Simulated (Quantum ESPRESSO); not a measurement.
## Geometry relaxation of Ga (part 1 of 3)

System: Ga (P2₁/m, 2 atoms in the cell).
Method: Kohn-Sham DFT of a periodic cell, PBEsol, GBRV 1.5 PBEsol, no spin polarisation (Quantum ESPRESSO 7.5).

The structure derives from a Materials Project entry.

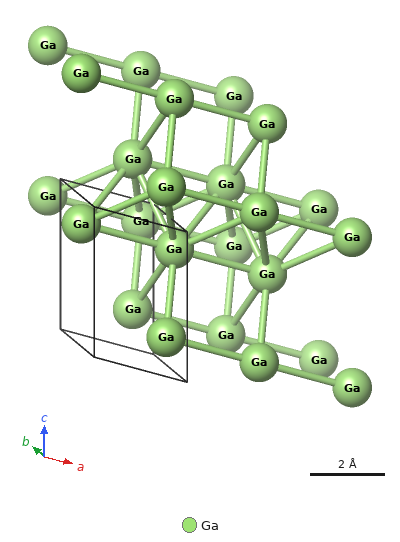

Figure 1. The input geometry (ball-and-stick view of the cell of the calculation, repeated 3 × 2 × 2, seen slightly off an axis). An atom can appear more than once, as a periodic image. Near neighbours in the periodic cell (some may lie outside the picture): Ga has 8 Ga at 2.71 to 2.84 Å.

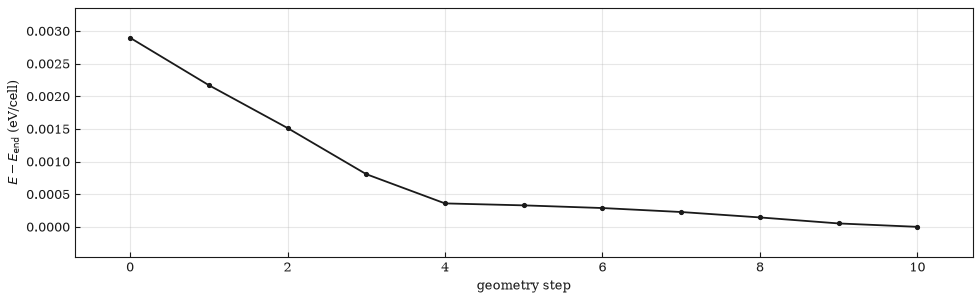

Figure 2. Progress of the relaxation, step by step (steps are counted from 0).

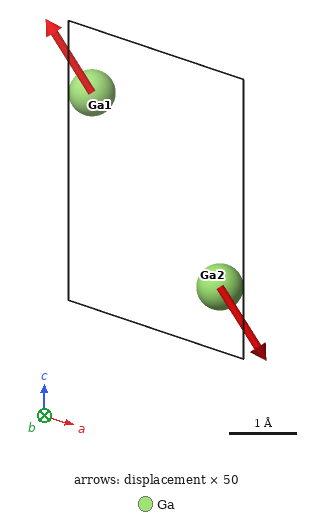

Figure 3. The starting structure with the displacements as red arrows, magnified 50 times (ball-and-stick view of the cell of the calculation, along the b axis). The largest moves, 0.026 Å, are those of Ga1 and Ga2. The cell stays as it was. Distances before and after: Ga1–Ga2 2.814 → 2.773 Å. The space group stays P2_1/m (No. 11). After 10 geometry steps the energy has fallen by 2.9 meV per cell of the calculation. Largest force component: 0.13 eV/Å at the start, 0.0058 eV/Å at the end. (Atoms are counted from 1 in the order of the input.)

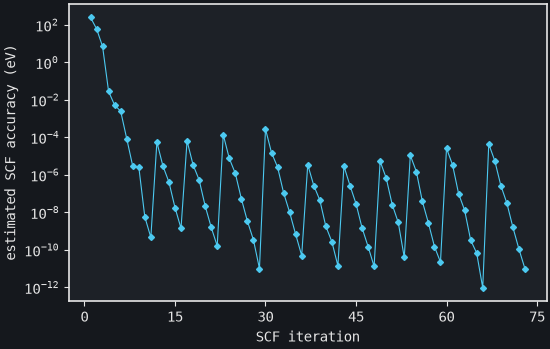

Figure 4. Convergence of the self-consistent field: estimated SCF accuracy against the iteration. The field takes 73 iterations in all.

The input that produced these results follows, with the program's output.

**Input**
```
&CONTROL
  calculation = 'relax'
  prefix = 'pwscf'
  outdir = './tmp'
  pseudo_dir = './pseudo'
  tprnfor = .true.
  tstress = .true.
  disk_io = 'low'
  nstep = 40
  forc_conv_thr = 0.0004
  etot_conv_thr = 1d-05
/
&SYSTEM
  ibrav = 0
  nat = 2
  ntyp = 1
  ecutwfc = 56
  ecutrho = 448
  nbnd = 27
  occupations = 'smearing'
  smearing = 'fd'
  degauss = 0.00367493
/
&ELECTRONS
  conv_thr = 4d-10
  electron_maxstep = 120
  mixing_beta = 0.5
/
&IONS
  ion_dynamics = 'bfgs'
/
ATOMIC_SPECIES
Ga    69.7230 ga_pbesol_v1.4.uspp.F.UPF
CELL_PARAMETERS bohr
   5.2504567991    0.0000000000    0.0000000000
   0.0000000000    6.2013418613    0.0000000000
  -2.5387168437    0.0000000000    7.5405234656
ATOMIC_POSITIONS bohr
Ga    -1.2485436028    4.6510063959    5.8074610541
Ga     3.9602835582    1.5503354653    1.7330624116
K_POINTS automatic
6 4 4 0 0 0
```

Run as:
```bash
OMP_NUM_THREADS=1 mpirun -n 2 pw.x -nk 2 -in pw.in > pw.out
```

**What the program printed**
```
This program is part of the open-source Quantum ESPRESSO suite
     for quantum simulation of materials; please cite
         "P. Giannozzi et al., J. Phys.:Condens. Matter 21 395502 (2009);
         "P. Giannozzi et al., J. Phys.:Condens. Matter 29 465901 (2017);
         "P. Giannozzi et al., J. Chem. Phys. 152 154105 (2020);
          URL
     in publications or presentations arising from this work. More details at

     Message from routine setup:
     using ibrav=0 with symmetry is DISCOURAGED, use correct ibrav instead

     K-points division:     npool     =       2
     Subspace diagonalization in iterative solution of the eigenvalue problem:
     a serial algorithm will be used

     G-vector sticks info
     --------------------
     sticks:   dense  smooth     PW     G-vecs:    dense   smooth      PW
     Sum        1159     581    187                39269    13877    2517

     Using Slab Decomposition

     bravais-lattice index     =            0
     lattice parameter (alat)  =       5.2505  a.u.
     unit-cell volume          =     245.5185 (a.u.)^3
     number of atoms/cell      =            2
     number of atomic types    =            1
     number of electrons       =        38.00
     number of Kohn-Sham states=           27
     kinetic-energy cutoff     =      56.0000  Ry
     charge density cutoff     =     448.0000  Ry
     scf convergence threshold =      4.0E-10
     mixing beta               =       0.5000
     number of iterations used =            8  plain     mixing
     energy convergence thresh.=      1.0E-05
     force convergence thresh. =      4.0E-04
     Exchange-correlation= SLA  PW   PSX  PSC
                           (   1   4  10   8   0   0   0)
     nstep                     =           40

     celldm(1)=   5.250457  celldm(2)=   0.000000  celldm(3)=   0.000000
     celldm(4)=   0.000000  celldm(5)=   0.000000  celldm(6)=   0.000000

     crystal axes: (cart. coord. in units of alat)
               a(1) = (   1.000000   0.000000   0.000000 )
               a(2) = (   0.000000   1.181105   0.000000 )
               a(3) = (  -0.483523   0.000000   1.436165 )

     reciprocal axes: (cart. coord. in units 2 pi/alat)
               b(1) = (  1.000000 -0.000000  0.336676 )
               b(2) = (  0.000000  0.846665 -0.000000 )
               b(3) = (  0.000000  0.000000  0.696299 )

     PseudoPot. # 1 for Ga read from file:
     ga_pbesol_v1.4.uspp.F.UPF
     Pseudo is Ultrasoft + core correction, Zval = 19.0
     Generated by new atomic code, or converted to UPF format
     Using radial grid of  871 points,  6 beta functions with:
                l(1) =   0
                l(2) =   0
                l(3) =   1
                l(4) =   1
                l(5) =   2
                l(6) =   2
     Q(r) pseudized with  8 coefficients,  rinner =    1.250   1.250   1.250
                                                       1.250   1.250

     atomic species   valence    mass     pseudopotential
     Ga               19.00    69.72300     Ga( 1.00)

      4 Sym. Ops., with inversion, found ( 2 have fractional translation)

   Cartesian axes

     site n.     atom                  positions (alat units)
         1        Ga     tau(   1) = (  -0.2377971   0.8858289   1.1060868  )
         2        Ga     tau(   2) = (   0.7542741   0.2952763   0.3300784  )

     number of k points=    42  Fermi-Dirac smearing, width (Ry)=  0.0037
                       cart. coord. in units 2pi/alat
        k(    1) = (   0.0000000   0.0000000   0.0000000), wk =   0.0208333
        k(    2) = (   0.0000000   0.0000000   0.1740747), wk =   0.0416667
        k(    3) = (   0.0000000   0.0000000  -0.3481494), wk =   0.0208333
        k(    4) = (   0.0000000   0.2116662   0.0000000), wk =   0.0416667
        k(    5) = (   0.0000000   0.2116662   0.1740747), wk =   0.0833333
        k(    6) = (   0.0000000   0.2116662  -0.3481494), wk =   0.0416667
        k(    7) = (   0.0000000  -0.4233323   0.0000000), wk =   0.0208333
        k(    8) = (   0.0000000  -0.4233323   0.1740747), wk =   0.0416667
        k(    9) = (   0.0000000  -0.4233323  -0.3481494), wk =   0.0208333
        k(   10) = (   0.1666667   0.0000000   0.0561127), wk =   0.0416667
        k(   11) = (   0.1666667   0.0000000   0.2301874), wk =   0.0416667
        k(   12) = (   0.1666667   0.0000000  -0.2920366), wk =   0.0416667
        k(   13) = (   0.1666667   0.0000000  -0.1179619), wk =   0.0416667
        k(   14) = (   0.1666667   0.2116662   0.0561127), wk =   0.0833333
        k(   15) = (   0.1666667   0.2116662   0.2301874), wk =   0.0833333
        k(   16) = (   0.1666667   0.2116662  -0.2920366), wk =   0.0833333
        k(   17) = (   0.1666667   0.2116662  -0.1179619), wk =   0.0833333
        k(   18) = (   0.1666667  -0.4233323   0.0561127), wk =   0.0416667
        k(   19) = (   0.1666667  -0.4233323   0.2301874), wk =   0.0416667
        k(   20) = (   0.1666667  -0.4233323  -0.2920366), wk =   0.0416667
        k(   21) = (   0.1666667  -0.4233323  -0.1179619), wk =   0.0416667
        k(   22) = (   0.3333333   0.0000000   0.1122255), wk =   0.0416667
        k(   23) = (   0.3333333   0.0000000   0.2863002), wk =   0.0416667
        k(   24) = (   0.3333333   0.0000000  -0.2359239), wk =   0.0416667
        k(   25) = (   0.3333333   0.0000000  -0.0618492), wk =   0.0416667
        k(   26) = (   0.3333333   0.2116662   0.1122255), wk =   0.0833333
        k(   27) = (   0.3333333   0.2116662   0.2863002), wk =   0.0833333
        k(   28) = (   0.3333333   0.2116662  -0.2359239), wk =   0.0833333
        k(   29) = (   0.3333333   0.2116662  -0.0618492), wk =   0.0833333
        k(   30) = (   0.3333333  -0.4233323   0.1122255), wk =   0.0416667
        k(   31) = (   0.3333333  -0.4233323   0.2863002), wk =   0.0416667
        k(   32) = (   0.3333333  -0.4233323  -0.2359239), wk =   0.0416667
        k(   33) = (   0.3333333  -0.4233323  -0.0618492), wk =   0.0416667
        k(   34) = (  -0.5000000   0.0000000  -0.1683382), wk =   0.0208333
        k(   35) = (  -0.5000000   0.0000000   0.0057364), wk =   0.0416667
        k(   36) = (  -0.5000000   0.0000000  -0.5164876), wk =   0.0208333
        k(   37) = (  -0.5000000   0.2116662  -0.1683382), wk =   0.0416667
        k(   38) = (  -0.5000000   0.2116662   0.0057364), wk =   0.0833333
        k(   39) = (  -0.5000000   0.2116662  -0.5164876), wk =   0.0416667
        k(   40) = (  -0.5000000  -0.4233323  -0.1683382), wk =   0.0208333
        k(   41) = (  -0.5000000  -0.4233323   0.0057364), wk =   0.0416667
        k(   42) = (  -0.5000000  -0.4233323  -0.5164876), wk =   0.0208333

     Dense  grid:    39269 G-vectors     FFT dimensions: (  36,  48,  54)

     Smooth grid:    13877 G-vectors     FFT dimensions: (  25,  30,  40)

     Check: negative core charge=   -0.000001

     Initial potential from superposition of free atoms

     starting charge      36.0000, renormalised to      38.0000
     Starting wfcs are   24 randomized atomic wfcs +    3 random wfcs

     Self-consistent Calculation

     iteration #  1     ecut=    56.00 Ry     beta= 0.50
     Davidson diagonalization with overlap
     ethr =  1.00E-02,  avg # of iterations =  5.8

     total energy              =    -820.99328938 Ry
     estimated scf accuracy    <      18.47276054 Ry

     iteration #  2     ecut=    56.00 Ry     beta= 0.50
     Davidson diagonalization with overlap
     ethr =  1.00E-02,  avg # of iterations =  2.5

     total energy              =    -829.77058757 Ry
     estimated scf accuracy    <       4.55596739 Ry

     iteration #  3     ecut=    56.00 Ry     beta= 0.50
     Davidson diagonalization with overlap
     ethr =  1.00E-02,  avg # of iterations =  2.0

     total energy              =    -829.86087063 Ry
     estimated scf accuracy    <       0.52246010 Ry

     iteration #  4     ecut=    56.00 Ry     beta= 0.50
     Davidson diagonalization with overlap
     ethr =  1.37E-03,  avg # of iterations =  2.1

     total energy              =    -829.99130144 Ry
     estimated scf accuracy    <       0.00204845 Ry

     iteration #  5     ecut=    56.00 Ry     beta= 0.50
     Davidson diagonalization with overlap
     ethr =  5.39E-06,  avg # of iterations =  6.2

     total energy              =    -829.99212096 Ry
     estimated scf accuracy    <       0.00038413 Ry

     iteration #  6     ecut=    56.00 Ry     beta= 0.50
     Davidson diagonalization with overlap
     ethr =  1.01E-06,  avg # of iterations =  2.2

     total energy              =    -829.99201549 Ry
     estimated scf accuracy    <       0.00018376 Ry

     iteration #  7     ecut=    56.00 Ry     beta= 0.50
     Davidson diagonalization with overlap
     ethr =  4.84E-07,  avg # of iterations =  2.0

     total energy              =    -829.99207253 Ry
     estimated scf accuracy    <       0.00000631 Ry

     iteration #  8     ecut=    56.00 Ry     beta= 0.50
     Davidson diagonalization with overlap
     ethr =  1.66E-08,  avg # of iterations =  3.8

     total energy              =    -829.99207465 Ry
     estimated scf accuracy    <       0.00000021 Ry

     iteration #  9     ecut=    56.00 Ry     beta= 0.50
     Davidson diagonalization with overlap
     ethr =  5.44E-10,  avg # of iterations =  2.2

     total energy              =    -829.99207471 Ry
     estimated scf accuracy    <       0.00000020 Ry

     iteration # 10     ecut=    56.00 Ry     beta= 0.50
     Davidson diagonalization with overlap
     ethr =  5.27E-10,  avg # of iterations =  2.0

     total energy              =    -829.99207476 Ry
     estimated scf accuracy    <          4.2E-10 Ry

[... 53 further cycles ...]
     iteration #  5     ecut=    56.00 Ry     beta= 0.50
     Davidson diagonalization with overlap
     ethr =  2.48E-12,  avg # of iterations =  2.7

     total energy              =    -829.99228390 Ry
     estimated scf accuracy    <          2.4E-11 Ry

     iteration #  6     ecut=    56.00 Ry     beta= 0.50
     Davidson diagonalization with overlap
     ethr =  1.00E-13,  avg # of iterations =  3.2

     total energy              =    -829.99228390 Ry
     estimated scf accuracy    <          4.9E-12 Ry

     iteration #  7     ecut=    56.00 Ry     beta= 0.50
     Davidson diagonalization with overlap
     ethr =  1.00E-13,  avg # of iterations =  1.0

     End of self-consistent calculation

          k = 0.0000 0.0000 0.0000 (  1721 PWs)   bands (ev):

   -82.8478 -82.8429 -82.8356 -82.8302 -82.8298 -82.8262  -3.6385  -3.6239
    -3.5791  -3.5520  -3.3114  -3.3042  -3.2413  -3.2375  -3.2271  -3.0997
     0.0487   9.4203  10.0135  13.2689  17.0436  20.5548  21.8746  22.1407
    22.6233  24.3341  24.5064

          k = 0.0000 0.0000 0.1741 (  1742 PWs)   bands (ev):

   -82.8471 -82.8435 -82.8346 -82.8309 -82.8294 -82.8268  -3.6685  -3.5596
    -3.5546  -3.4819  -3.3581  -3.3260  -3.2797  -3.2081  -3.1888  -3.1813
     0.6321   5.6097  13.9375  14.4502  17.9921  19.2100  19.2459  20.6467
    22.6983  24.2834  27.0111

          k = 0.0000 0.0000-0.3481 (  1748 PWs)   bands (ev):

   -82.8457 -82.8449 -82.8325 -82.8324 -82.8293 -82.8275  -3.6985  -3.4729
    -3.4421  -3.3855  -3.3848  -3.3720  -3.3608  -3.3394  -3.1882  -3.1561
     1.9821   3.0607  15.3828  16.6647  17.6293  17.8512  18.6276  22.2187
    22.4602  23.0060  26.8009

          k = 0.0000 0.2117 0.0000 (  1737 PWs)   bands (ev):

   -82.8473 -82.8438 -82.8346 -82.8307 -82.8294 -82.8270  -3.6576  -3.5633
    -3.5415  -3.4847  -3.3691  -3.3664  -3.2628  -3.1919  -3.1858  -3.1765
     0.9443   7.8283  10.4376  11.7711  17.9211  18.0775  21.3493  22.5351
    23.0662  24.6337  25.6595

          k = 0.0000 0.2117 0.1741 (  1743 PWs)   bands (ev):

   -82.8470 -82.8445 -82.8337 -82.8311 -82.8292 -82.8273  -3.6454  -3.5641
    -3.5072  -3.4588  -3.3853  -3.3232  -3.2846  -3.2452  -3.2282  -3.1632
     1.5408   6.3995   9.0215  13.8459  16.4099  20.1387  22.4837  23.6099
    23.8486  24.4802  27.3600

          k = 0.0000 0.2117-0.3481 (  1740 PWs)   bands (ev):

   -82.8462 -82.8457 -82.8321 -82.8321 -82.8289 -82.8277  -3.6530  -3.4830
    -3.4726  -3.4637  -3.3605  -3.3427  -3.3343  -3.3069  -3.2151  -3.1797
     2.9041   3.9710  10.3102  11.3327  19.5609  21.8192  22.5665  22.9226
    25.2618  25.6640  25.9751

          k = 0.0000-0.4233 0.0000 (  1730 PWs)   bands (ev):

   -82.8457 -82.8457 -82.8323 -82.8323 -82.8285 -82.8285  -3.6189  -3.6189
    -3.4094  -3.4094  -3.3850  -3.3850  -3.3225  -3.3225  -3.1574  -3.1574
     3.6297   3.6297  13.1584  13.1584  14.2204  14.2204  22.9963  22.9963
    26.6511  26.6511  27.9328

          k = 0.0000-0.4233 0.1741 (  1734 PWs)   bands (ev):

   -82.8462 -82.8462 -82.8320 -82.8320 -82.8283 -82.8283  -3.6015  -3.6015
    -3.4490  -3.4490  -3.3765  -3.3765  -3.2886  -3.2886  -3.1855  -3.1855
     4.2229   4.2229   9.5016   9.5016  18.9302  18.9302  22.5436  22.5436
    25.7513  25.7513  29.4876

          k = 0.0000-0.4233-0.3481 (  1712 PWs)   bands (ev):

   -82.8466 -82.8466 -82.8318 -82.8318 -82.8282 -82.8282  -3.5598  -3.5598
    -3.5191  -3.5191  -3.3343  -3.3343  -3.2688  -3.2688  -3.2267  -3.2267
     5.4047   5.4047   7.1377   7.1377  22.1950  22.1950  23.5996  23.5996
    25.1881  25.1881  27.6531

          k = 0.1667 0.0000 0.0561 (  1735 PWs)   bands (ev):

   -82.8474 -82.8430 -82.8353 -82.8316 -82.8308 -82.8265  -3.6071  -3.5996
    -3.5240  -3.4600  -3.3512  -3.3421  -3.2897  -3.2602  -3.2416  -3.1045
     0.6647   8.7825  11.7378  13.9220  15.5981  17.5633  17.9629  22.0122
    23.1402  26.3952  27.5322

          k = 0.1667 0.0000 0.2302 (  1744 PWs)   bands (ev):
```
